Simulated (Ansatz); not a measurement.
# Geometry relaxation, with input and output: TiN

System: TiN (2 atoms in the cell).
Method: DFT PBE, scalar-relativistic, plane waves, PAW, no spin polarisation (Ansatz 0.2.0).

The structure derives from an entry of the Crystallography Open Database. Figures and captions count atoms from 1; the log counts them from 0 in places.

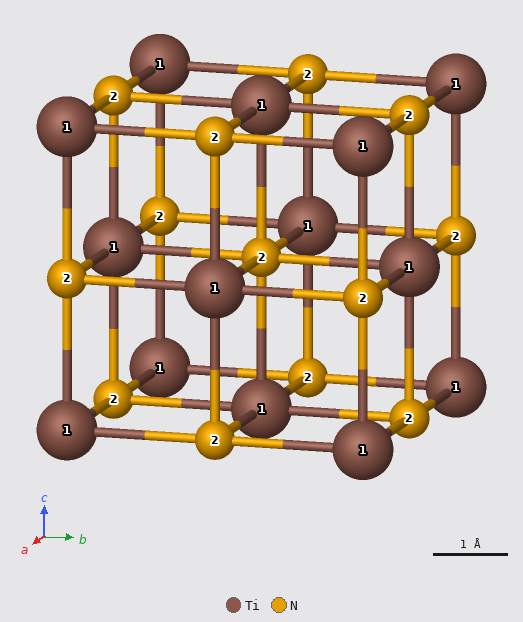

The starting structure (ball-and-stick view of the cell 4 times as large as that of the calculation, set on its symmetry axes, seen slightly off an axis; atoms are numbered from 1 in the order of the input). Near neighbours in the crystal (not all of them lie inside the picture): Ti has 6 N at 2.12 Å; N has 6 Ti at 2.12 Å.

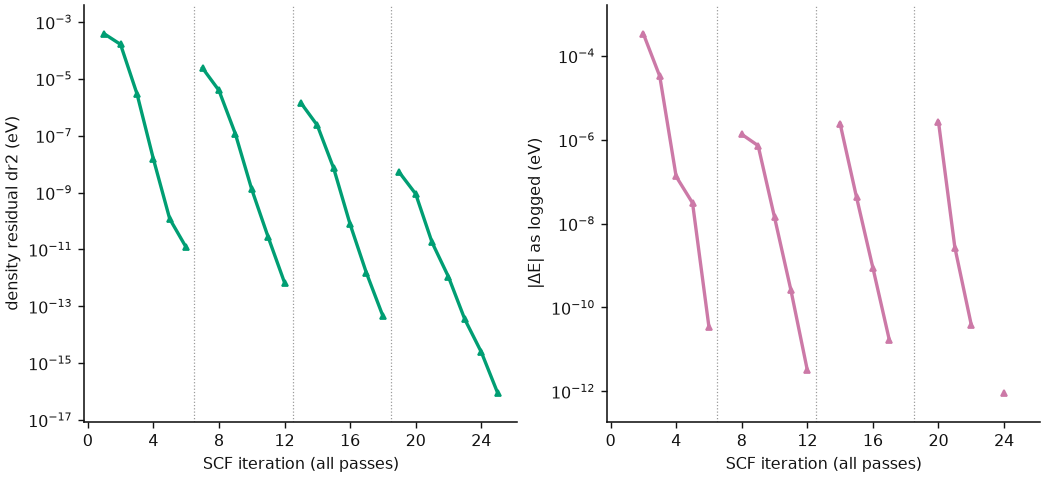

Convergence of the self-consistent field: density residual dr2 and size of the energy change against the SCF iteration. The dotted lines part the SCF passes of the relaxation: geometry steps, rejected trials and re-solves on a re-selected basis. The passes take 6, 6, 6 and 7 iterations.

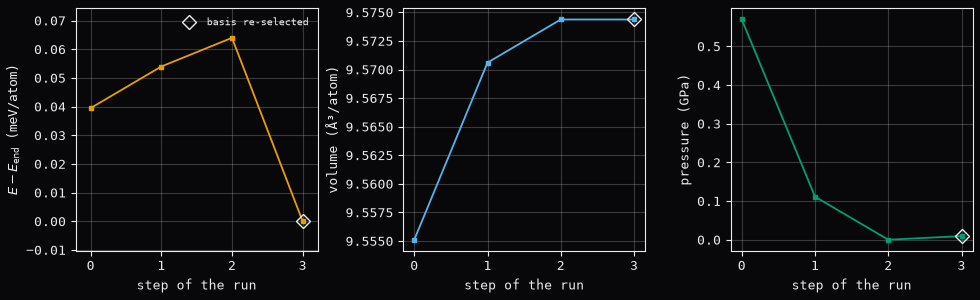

Progress of the relaxation, step by step (the first geometry is step 0 here and step 1 in the log). The atoms keep their places relative to the cell (all moves are under 0.005 Å). The volume changes by +0.2 %, with a = b = c 4.244 → 4.247 Å (+0.1 %). The space group stays Fm-3m (No. 225). After 2 geometry steps the energy has risen by next to nothing (0.0 meV per atom). All forces vanish by symmetry, so only the cell relaxes. The pressure goes from 0.57 to 0.01 GPa. A last SCF at the same geometry on a re-selected plane-wave basis shifts the energy by −0.1 meV per atom.

These pictures come from the run below.

Input file
```yaml
crystal:
  lattice:
    - [0.0, 2.122, 2.122]
    - [2.122, 0.0, 2.122]
    - [2.122, 2.122, 0.0]
  atoms:
    - { symbol: Ti, position: [0.0, 0.0, 0.0] }
    - { symbol: "N", position: [0.5, 0.5, 0.5] }
basis:
  ecutwfc: 420
kpoints:
  mp_grid: { grid: [18, 18, 18] }
hamiltonian:
  xc: pbe
scf:
  occupations: { method: gaussian, width: 0.1 }
output:
  forces: true
  stress: true
  eigenvalues: true
relax:
  adjacent_minimum: "off"
  f_tol: 0.005
  max_steps: 80
  cell: { stress_tol: 0.05 }
```

Launched with:
```bash
ansatz run input.yaml --threads 4 --pin off --max-ram 10240MiB --backend cpu --events-out ev --progress --plain --runs-dir out
```

What the program printed
```
Engine: ansatz 0.2.0, aarch64-unknown-linux-gnu
Pseudopotentials: kind: paw
Pseudopotential: Ti, paw, valence charge 12, recommended cutoff 420 eV (normal), Ti.paw.azcp
Pseudopotential: N, paw, valence charge 5, recommended cutoff 420 eV (normal), N.paw.azcp
Functional definition: PBE
  parameter kappa = 0.804
  parameter beta = 0.06672455060314922
  exchange = pbe_x(kappa = kappa, mu = beta*pi^2/3)
  correlation = pbe_c(beta = beta)
Crystal: 2 atoms, lattice volume = 19.110 Å³
Basis set: ecut = 420 eV, 339 PW (Γ), exchange–correlation on 48×48×48 points (8 copies of the dense FFT grid, shifted against one another)
Bands: 13, of which v1, the nominal top of the filled ones, is band 9 counted from 1 (8 counted from 0)
Symmetry: 48 space group operations
Space group: Fm-3m (ITA 225), of the structure as read, at distance tolerance 2.7e-5 Å
k-points: 195 of 5832
Non-local potential: Ti, projectors of the file, l = 0: 3, l = 1: 2, l = 2: 3, l = 3: 1
Non-local potential: N, projectors of the file, l = 0: 2, l = 1: 2, l = 2: 1
PAW form: soft (Blöchl's): semilocal exchange-correlation on the pseudo side does not see the compensation charge
PAW one-centre angular grid: Ti, 590 points (default); XC on 64 Gauss nodes
PAW one-centre angular grid: N, 110 points (default); XC on 64 Gauss nodes
Initial density: superposition of atomic densities (neutral atoms: chi_scale 0, normalization atom), corrected by the library's trained network
Initial wavefunctions: pseudopotential atomic-orbital guess
Functional: x = pbe(κ = 0.804, μ = 0.2195149727645171), c = pbe(β = 0.06672455060314922)
SCF iter   1: F=—  HF=-2887.109803 eV  |F-HF|=—  |Δ(HF+E_count)|=         —  Δρ=1.76e-3  dr2=3.84e-4  ethr=1.77e-3  ⟨swp⟩=4.4  Hψ=12325  notcnv=0
preconditioner: auto → none  [metal: Δε(μ)=0.037 eV  Ē_g=9.591 eV  σ=0.100 eV  W_gap=0.20  n_scr=8 (ndim 8)  ℏωp=25.5 eV  f_vac=0.000  D(μ)=0.85/eV (n_scr^D=8)  sad-step TF]
SCF iter   2: F=—  HF=-2887.109464 eV  |F-HF|=—  |Δ(HF+E_count)|=   3.39e-4  Δρ=1.06e-3  dr2=1.62e-4  ethr=2.26e-6  ⟨swp⟩=1.3  Hψ=4214  notcnv=0
SCF iter   3: F=—  HF=-2887.109497 eV  |F-HF|=—  |Δ(HF+E_count)|=   3.28e-5  Δρ=1.16e-4  dr2=3.00e-6  ethr=9.54e-7  ⟨swp⟩=2.8  Hψ=3823  notcnv=0
SCF iter   4: F=—  HF=-2887.109497 eV  |F-HF|=—  |Δ(HF+E_count)|=   1.33e-7  Δρ=1.70e-5  dr2=1.54e-8  ethr=1.76e-8  ⟨swp⟩=2.6  Hψ=3531  notcnv=0
iter 5 did not close the SCF: its close was put off for the readings that it lacked (scf_convergence_deferred on its scf_iter line)
SCF iter   5: F=-2887.109497 eV  HF=-2887.109497 eV  |F-HF|=2.96e-11  |Δ(HF+E_count)|=   3.10e-8  Δρ=1.29e-6  dr2=1.18e-10  ethr=9.09e-11  ⟨swp⟩=2.7  Hψ=3968  notcnv=0
SCF iter   6: F=-2887.109497 eV  HF=-2887.109497 eV  |F-HF|=9.09e-12  |Δ(HF+E_count)|=  3.41e-11  Δρ=3.00e-7  dr2=1.18e-11  ethr=1.00e-12  ⟨swp⟩=1.7  Hψ=8170  notcnv=0
SCF 1 converged in 6 iterations: F = -2887.109497 eV  dr2 = 1.18e-11
  greatest PAW one-centre occupation: 0.999 electrons in one spin orbital (limit 2), on the Ti atom at site 0 (counted from 0), in its partial waves of l = 0
relax step   1: F+E_penalty+E_count = -2887.10949696 eV  Δ(F+E_penalty+E_count) = +0.000e0 eV  max|allowed force component| = 3.155e-30 eV/Å  Δτ_max = 0.0000 Å  P = +0.570 GPa  Ω = 19.110 Å³  (6 SCF iters, dr2 threshold 1.00e-7 eV, accepted)
Crystal: 2 atoms, lattice volume = 19.141 Å³
Initial density: handed on by an earlier stage of this run
Initial wavefunctions: those handed on with the density
iter 1 solved again at ethr=1.38e-7 eV; its pass at ethr=3.10e-3 eV (dr2=2.34e-5 eV) is discarded
SCF iter   1: F=—  HF=-2887.109470 eV  |F-HF|=—  |Δ(HF+E_count)|=         —  Δρ=3.32e-4  dr2=2.38e-5  ethr=1.38e-7  ⟨swp⟩=1.0  Hψ=12310  notcnv=0
preconditioner: auto → none  [metal: Δε(μ)=0.035 eV  Ē_g=9.589 eV  σ=0.100 eV  W_gap=0.19  n_scr=8 (ndim 8)  ℏωp=25.5 eV  f_vac=0.000  D(μ)=0.85/eV (n_scr^D=8)]
SCF iter   2: F=—  HF=-2887.109469 eV  |F-HF|=—  |Δ(HF+E_count)|=   1.35e-6  Δρ=1.26e-4  dr2=3.91e-6  ethr=1.38e-7  ⟨swp⟩=1.4  Hψ=2843  notcnv=0
iter 3 did not close the SCF: its close was put off for the readings that it lacked (scf_convergence_deferred on its scf_iter line)
SCF iter   3: F=-2887.109468 eV  HF=-2887.109468 eV  |F-HF|=9.30e-8  |Δ(HF+E_count)|=   7.24e-7  Δρ=2.18e-5  dr2=1.17e-7  ethr=2.30e-8  ⟨swp⟩=1.5  Hψ=2662  notcnv=0
iter 4 did not close the SCF: its close was put off for the readings that it lacked (scf_convergence_deferred on its scf_iter line)
SCF iter   4: F=-2887.109468 eV  HF=-2887.109468 eV  |F-HF|=1.11e-10  |Δ(HF+E_count)|=   1.41e-8  Δρ=4.27e-6  dr2=1.30e-9  ethr=6.90e-10  ⟨swp⟩=2.3  Hψ=3159  notcnv=0
iter 5 did not close the SCF: its close was put off for the readings that it lacked (scf_convergence_deferred on its scf_iter line)
SCF iter   5: F=-2887.109468 eV  HF=-2887.109468 eV  |F-HF|=2.14e-11  |Δ(HF+E_count)|=  2.57e-10  Δρ=4.08e-7  dr2=2.74e-11  ethr=7.63e-12  ⟨swp⟩=2.5  Hψ=4055  notcnv=0
SCF iter   6: F=-2887.109468 eV  HF=-2887.109468 eV  |F-HF|=9.09e-13  |Δ(HF+E_count)|=  3.18e-12  Δρ=6.77e-8  dr2=6.83e-13  ethr=1.00e-12  ⟨swp⟩=1.0  Hψ=5850  notcnv=0
SCF 2 converged in 6 iterations: F = -2887.109468 eV  dr2 = 6.83e-13
relax step   2: F+E_penalty+E_count = -2887.10946830 eV  Δ(F+E_penalty+E_count) = +2.866e-5 eV  max|allowed force component| = 4.240e-30 eV/Å  Δτ_max = 0.0000 Å  P = +0.112 GPa  Ω = 19.141 Å³  energy of the carried Pulay correction = -9.442e-5 eV  (6 SCF iters, dr2 threshold 2.00e-7 eV, accepted)
Crystal: 2 atoms, lattice volume = 19.149 Å³
iter 1 solved again at ethr=8.21e-9 eV; its pass at ethr=3.10e-3 eV (dr2=1.40e-6 eV) is discarded
SCF iter   1: F=—  HF=-2887.109446 eV  |F-HF|=—  |Δ(HF+E_count)|=         —  Δρ=8.09e-5  dr2=1.42e-6  ethr=8.21e-9  ⟨swp⟩=1.0  Hψ=12309  notcnv=0
preconditioner: auto → none  [metal: Δε(μ)=0.034 eV  Ē_g=9.587 eV  σ=0.100 eV  W_gap=0.19  n_scr=8 (ndim 8)  ℏωp=25.5 eV  f_vac=0.000  D(μ)=0.86/eV (n_scr^D=8)]
SCF iter   2: F=—  HF=-2887.109448 eV  |F-HF|=—  |Δ(HF+E_count)|=   2.42e-6  Δρ=3.07e-5  dr2=2.31e-7  ethr=8.21e-9  ⟨swp⟩=1.5  Hψ=2865  notcnv=0
iter 3 did not close the SCF: its close was put off for the readings that it lacked (scf_convergence_deferred on its scf_iter line)
SCF iter   3: F=-2887.109448 eV  HF=-2887.109448 eV  |F-HF|=5.62e-9  |Δ(HF+E_count)|=   4.27e-8  Δρ=5.34e-6  dr2=7.07e-9  ethr=1.36e-9  ⟨swp⟩=1.5  Hψ=2662  notcnv=0
iter 4 did not close the SCF: its close was put off for the readings that it lacked (scf_convergence_deferred on its scf_iter line)
SCF iter   4: F=-2887.109448 eV  HF=-2887.109448 eV  |F-HF|=7.73e-12  |Δ(HF+E_count)|=  8.76e-10  Δρ=1.04e-6  dr2=7.68e-11  ethr=4.16e-11  ⟨swp⟩=2.3  Hψ=3156  notcnv=0
iter 5 did not close the SCF: its close was put off for the readings that it lacked (scf_convergence_deferred on its scf_iter line)
SCF iter   5: F=-2887.109448 eV  HF=-2887.109448 eV  |F-HF|=9.09e-13  |Δ(HF+E_count)|=  1.68e-11  Δρ=9.48e-8  dr2=1.46e-12  ethr=1.00e-12  ⟨swp⟩=1.7  Hψ=3003  notcnv=0
SCF iter   6: F=-2887.109448 eV  HF=-2887.109448 eV  |F-HF|=0.00e0  |Δ(HF+E_count)|=    0.00e0  Δρ=1.78e-8  dr2=4.53e-14  ethr=1.00e-12  ⟨swp⟩=1.0  Hψ=5850  notcnv=0
SCF 3 converged in 6 iterations: F = -2887.109448 eV  dr2 = 4.53e-14
relax step   3: F+E_penalty+E_count = -2887.10944791 eV  Δ(F+E_penalty+E_count) = +2.039e-5 eV  max|allowed force component| = 3.911e-30 eV/Å  Δτ_max = 0.0000 Å  P = +0.000 GPa  Ω = 19.149 Å³  energy of the carried Pulay correction = -1.175e-4 eV  (6 SCF iters, dr2 threshold 3.11e-8 eV, accepted)
Initial wavefunctions: pseudopotential atomic-orbital guess (no wavefunctions were taken with the density)
iter 1 solved again at ethr=2.50e-9 eV; its pass at ethr=3.10e-3 eV (dr2=4.24e-7 eV) is discarded
SCF iter   1: F=—  HF=-2887.109573 eV  |F-HF|=—  |Δ(HF+E_count)|=         —  Δρ=1.27e-5  dr2=5.12e-9  ethr=2.50e-9  ⟨swp⟩=2.9  Hψ=19127  notcnv=0
preconditioner: auto → none  [metal: Δε(μ)=0.034 eV  Ē_g=9.588 eV  σ=0.100 eV  W_gap=0.19  n_scr=8 (ndim 8)  ℏωp=25.5 eV  f_vac=0.000  D(μ)=0.86/eV (n_scr^D=8)]
SCF iter   2: F=—  HF=-2887.109576 eV  |F-HF|=—  |Δ(HF+E_count)|=   2.67e-6  Δρ=6.01e-6  dr2=8.93e-10  ethr=3.01e-11  ⟨swp⟩=2.0  Hψ=3329  notcnv=0
iter 3 did not close the SCF: its close was put off for the readings that it lacked (scf_convergence_deferred on its scf_iter line)
SCF iter   3: F=-2887.109576 eV  HF=-2887.109576 eV  |F-HF|=3.32e-11  |Δ(HF+E_count)|=   2.66e-9  Δρ=7.09e-7  dr2=1.75e-11  ethr=5.25e-12  ⟨swp⟩=2.0  Hψ=3459  notcnv=0
iter 4 did not close the SCF: its close was put off for the readings that it lacked (scf_convergence_deferred on its scf_iter line)
SCF iter   4: F=-2887.109576 eV  HF=-2887.109576 eV  |F-HF|=9.09e-13  |Δ(HF+E_count)|=  3.82e-11  Δρ=1.46e-7  dr2=1.08e-12  ethr=1.00e-12  ⟨swp⟩=1.0  Hψ=2535  notcnv=0
iter 5 did not close the SCF: its close was put off for the readings that it lacked (scf_convergence_deferred on its scf_iter line)
SCF iter   5: F=-2887.109576 eV  HF=-2887.109576 eV  |F-HF|=4.55e-13  |Δ(HF+E_count)|=    0.00e0  Δρ=1.44e-8  dr2=3.42e-14  ethr=1.00e-12  ⟨swp⟩=1.0  Hψ=2535  notcnv=0
iter 6 did not close the SCF: its close was put off for the readings that it lacked (scf_convergence_deferred on its scf_iter line)
SCF iter   6: F=-2887.109576 eV  HF=-2887.109576 eV  |F-HF|=0.00e0  |Δ(HF+E_count)|=  9.09e-13  Δρ=4.72e-9  dr2=2.46e-15  ethr=1.00e-12  ⟨swp⟩=1.0  Hψ=2535  notcnv=0
SCF iter   7: F=-2887.109576 eV  HF=-2887.109576 eV  |F-HF|=4.55e-13  |Δ(HF+E_count)|=    0.00e0  Δρ=9.71e-10  dr2=8.89e-17  ethr=1.00e-12  ⟨swp⟩=2.0  Hψ=6696  notcnv=0
SCF 4 converged in 7 iterations: F = -2887.109576 eV  dr2 = 8.89e-17
relax step   4: F+E_penalty+E_count = -2887.10957596 eV  Δ(F+E_penalty+E_count) = -1.280e-4 eV  max|allowed force component| = 3.501e-30 eV/Å  Δτ_max = 0.0000 Å  P = +0.010 GPa  Ω = 19.149 Å³  stress off target by 9.73e-3 GPa  SCF on the basis re-selected at this cell (its energy is not comparable with the rows above)  (7 SCF iters)
basis re-selected at this cell: Δ(F+E_penalty+E_count) = -1.280e-4 eV, ΔP = +0.009 GPa vs the last step (what re-selecting the basis moved, of the pressure what is left beyond the Pulay correction that the steps carried, after the strain that the cell walked since its last selection, with what the two solves' SCF thresholds leave and, on support functions, any second-order correction that the steps lacked; it is no measure of the basis error at this ecutwfc). This SCF's stress stands 9.73e-3 GPa from its target on what of the cell is left free (relax.cell.stress_tol is 5.00e-2 GPa) and its largest allowed force component is 3.50e-30 eV/Å (relax.f_tol is 5.00e-3 eV/Å): within both
SCF converged after 7 iterations
Free energy (F): -2887.109576 eV
Harris-Foulkes:  -2887.109576 eV  (|F-HF|=4.55e-13)
Internal energy: -2887.105296 eV  (E = F + TS)
E sigma→0 (E₀):  -2887.107436 eV
Entropy (-TS):   -0.004279 eV (-2.140 meV/atom)
Fermi energy:    17.069124 eV
--- Per-component energies (eV) ---
  E_band       = -93.077900
  E_kinetic    = 406.342093
  E_local      = -790.598046  (includes V_loc(G=0)·N_el)
  E_nonlocal   = 51.267067
  E_hartree    = 314.968482
  E_xc         = -159.772522
  E_vxc        = -201.411953  (∫ρ·V_xc dr)
  E_paw        = -1174.003131  (= ΣΔE_a)
  E_vpaw       = -188.614242  (= ΣTr[D̂ρ^β])
  E_aug_tail   = 0.000217  (compensation charges beyond the density's cutoff)
  E_ewald      = -1535.309456
  E_smearing   = -0.004279  (= −TS)
  E_closure    = 0.000000  (closes the sum)
  Σ components = -2887.109576   (vs F -2887.109576, Δ=0.00e0)
--- Forces (eV/Å), atoms counted from 1 ---
  atom   1  Ti    -0.00000000     0.00000000     0.00000000
  atom   2  N      0.00000000    -0.00000000    -0.00000000
  max |Σ_I F_I| component: 6.67e-30 eV/Å
--- Stress (GPa, compression-positive) ---
        0.009729      -0.000000      -0.000000
       -0.000000       0.009729      -0.000000
       -0.000000      -0.000000       0.009729
  P = ⅓ Tr σ = 0.0097 GPa (0.097 kbar)
--- Band table (eV; the first three rows and the last of 195) ---
  k-point 0: bands = ["-40.7746", "-16.7647", "-16.7647", "-16.7647", "-0.0308", "15.0201", "15.0201", "15.0201", "16.4573", "16.4573", "16.4573", "17.6495", "17.6495"]
  k-point 1: bands = ["-40.7718", "-16.7850", "-16.7664", "-16.7664", "0.0294", "14.6568", "14.7504", "14.7504", "16.5516", "16.5516", "16.6466", "17.9248", "17.9248"]
  k-point 2: bands = ["-40.7635", "-16.8429", "-16.7712", "-16.7712", "0.2057", "13.8760", "14.1879", "14.1879", "16.7523", "16.7523", "16.9654", "18.5801", "18.5801"]
  k-point 194: bands = ["-40.6476", "-17.1604", "-17.1038", "-16.9879", "1.8251", "11.4913", "11.7264", "11.7614", "17.5804", "18.3427", "19.4475", "20.1465", "20.9154"]
--- Relaxed structure (3 steps of the walk, 3 accepted, 1 SCFs on fresh bases) ---
  F+E_penalty+E_count = -2887.10957596 eV   max|allowed force component| = 3.501e-30 eV/Å   (the final SCF, on the basis selected at the relaxed cell)
  cell:  # Å, volume = 19.1488 Å³
    - [-8.407363854277724e-34, 2.1234249642359524, 2.1234249642359524]
    - [2.1234249642359524, -1.5945429374427653e-34, 2.1234249642359524]
    - [2.1234249642359524, 2.1234249642359524, -6.180377767048797e-34]
  atoms:
    - { symbol: Ti, position: [4.5793685046487165e-37, -4.136203810652568e-37, -4.72709006931392e-37] }
    - { symbol: N, position: [0.5, 0.5, 0.5] }
```

Trajectory as extended XYZ (Å, eV, eV/Å), 4 frames, from step=1 to step=4
```
2
Lattice="0.0000 2.1220 2.1220 2.1220 0.0000 2.1220 2.1220 2.1220 0.0000" Properties=species:S:1:pos:R:3:forces:R:3 step=1 energy=-2887.10950 pressure_GPa=0.57
Ti    0.0000    0.0000    0.0000    0.0000   0.0000   0.0000
N     2.1220    2.1220    2.1220    0.0000   0.0000   0.0000
2
Lattice="0.0000 2.1231 2.1231 2.1231 0.0000 2.1231 2.1231 2.1231 0.0000" Properties=species:S:1:pos:R:3:forces:R:3 step=2 energy=-2887.10947 pressure_GPa=0.11
Ti    0.0000    0.0000    0.0000    0.0000   0.0000   0.0000
N     2.1231    2.1231    2.1231    0.0000   0.0000   0.0000
2
Lattice="0.0000 2.1234 2.1234 2.1234 0.0000 2.1234 2.1234 2.1234 0.0000" Properties=species:S:1:pos:R:3:forces:R:3 step=3 energy=-2887.10945 pressure_GPa=0.00
Ti    0.0000    0.0000    0.0000    0.0000   0.0000   0.0000
N     2.1234    2.1234    2.1234    0.0000   0.0000   0.0000
2
Lattice="0.0000 2.1234 2.1234 2.1234 0.0000 2.1234 2.1234 2.1234 0.0000" Properties=species:S:1:pos:R:3:forces:R:3 step=4 energy=-2887.10958 pressure_GPa=0.01
Ti    0.0000    0.0000    0.0000    0.0000   0.0000   0.0000
N     2.1234    2.1234    2.1234    0.0000   0.0000   0.0000
```

Key numbers

| quantity | value |
| --- | --- |
| outcome | converged |
| space group (tolerance 0.01 Å) | Fm-3m (225) |
| electrons treated | 17 |
| free energy | −2887.1096 eV |
| Fermi energy | 17.069 eV |
| gap on the k-point mesh | none (metallic) |
| pressure | 0.01 GPa |
| final volume | 19.15 Å³ |
| largest force (length of the vector) at the end | under 0.001 eV/Å |
| final cell | a = 3.003 Å, b = 3.003 Å, c = 3.003 Å, α = 60.00°, β = 60.00°, γ = 60.00° |
| hardware | 4 threads of Arm Neoverse N1, 54 GiB of memory available, shared host |
| wall time | 6.8 s (CPU time 24 s) |
| peak memory | 0.36 GiB |

Remarks

The cell holds an odd number of electrons but the run has no spin polarisation, so it comes out as a metal.
